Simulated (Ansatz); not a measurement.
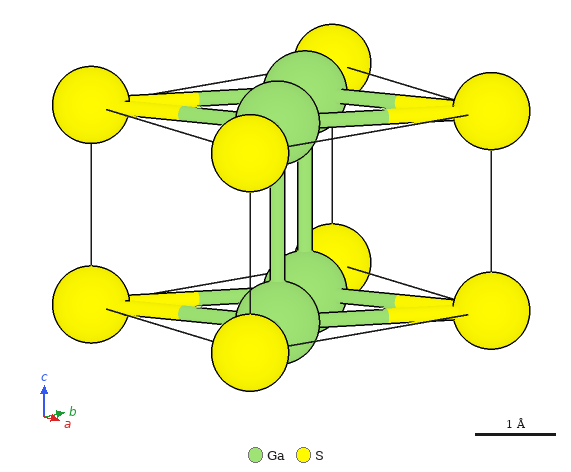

An orthographic ball-and-stick view of the structure, slightly off an axis. The conventional unit cell is drawn as a box. Cell: a = 5.06 Å, b = 5.06 Å, c = 2.53 Å, α = 90.00°, β = 90.00°, γ = 120.00°.

The structure comes from a random cell made by a generator, so it need not be a real form of the compound. Earlier steps of the study may have refined or changed the cell and positions. It went into a calculation with Ansatz.

> Describe the crystal.

The stoichiometry is Ga2S. The lattice is primitive hexagonal and the space group P6/mmm (No. 191). It has 3 atoms to the cell (2 Ga, 1 S).

Theory: DFT PBE, scalar-relativistic, plane waves, PAW (Ansatz 0.2.0). Numerical settings: plane waves up to 420 eV, a 12×12×18 mesh of k-points, Gaussian smearing of 0.1 eV, no spin polarisation.

> What does the calculation say: metal or gapped?

A metal: bands cross the Fermi level.

> What net charge does each kind of atom have (Bader)?

Ga +0.27 e; S -0.55 e.

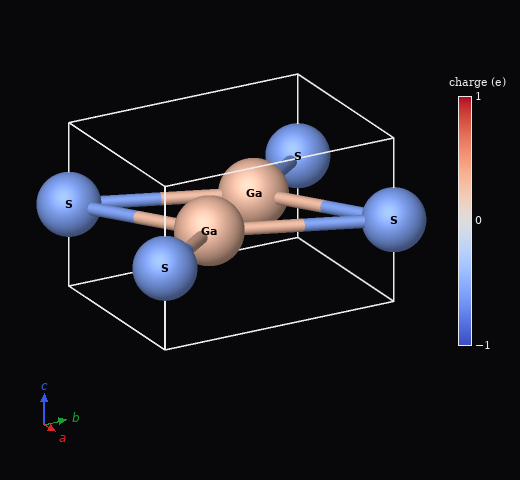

The atoms coloured by those charges. The run's cell of 3 atoms is drawn, so axes and origin can differ from the first picture.

> Is the structure in equilibrium?

Yes. All forces vanish to within 0.01 eV/Å. The pressure is 0.0 GPa, close to zero.
